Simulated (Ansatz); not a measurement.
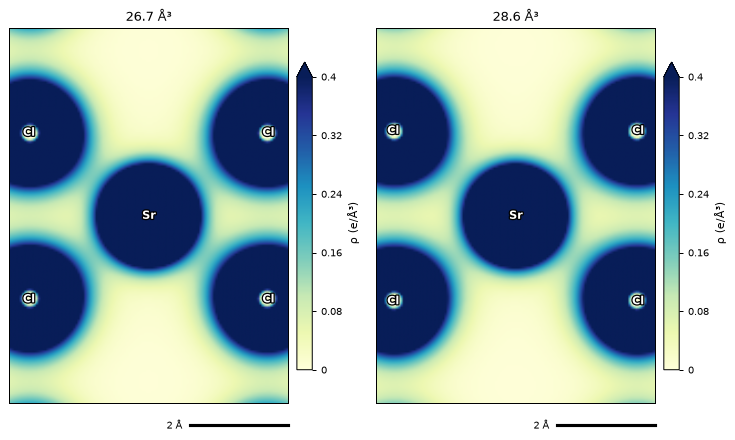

SrCl2. The valence charge density (pseudo) of cells scaled evenly to different volumes (given per atom above each panel), on the (11̄0) plane of each (indices in the axes of the cell below), at one length scale and on one colour scale.

Theory: DFT PBE, scalar-relativistic, plane waves, PAW (Ansatz).

Core electrons are frozen (PAW), and the valence fields are smoothed inside the atomic spheres.

The largest cell:

```cif
data_structure
_symmetry_space_group_name_H-M 'P 1'
_symmetry_Int_Tables_number 1
_cell_length_a 4.9374
_cell_length_b 4.9374
_cell_length_c 4.9768
_cell_angle_alpha 59.736
_cell_angle_beta 59.736
_cell_angle_gamma 60.529
_cell_volume 85.78
loop_
_atom_site_label
_atom_site_type_symbol
_atom_site_fract_x
_atom_site_fract_y
_atom_site_fract_z
_atom_site_occupancy
Sr1 Sr 0.00000 0.00000 0.00000 1
Cl1 Cl 0.25000 0.25000 0.25000 1
Cl2 Cl 0.75000 0.75000 0.75000 1
```

| volume (Å³/atom) | Sr–Cl contact in the plane (Å) | ρ at its midpoint (e/Å³) | pressure (GPa) | gap on the mesh (eV) | 
| --- | --- | --- | --- | --- |
| 26.73 | 2.964 | 0.157 | 3.4 | 5.40 | 
| 27.66 | 2.998 | ? | ? | ? | 
| 28.59 | 3.032 | 0.138 | 0.6 | 5.23 | 

### Estimate the missing row, and compare with the calculation.

Over the known rows ln ρ falls by 1.90 per Å of Sr–Cl distance (the line through the two), which gives 0.147 e/Å³ at 2.998 Å; the calculation gives 0.147 e/Å³. For the pressure, a straight line in volume between the neighbouring rows gives 2.0 GPa; the calculation gives 1.9. For the gap on the mesh, a straight line in volume between the neighbouring rows gives 5.32 eV; the calculation gives 5.35.
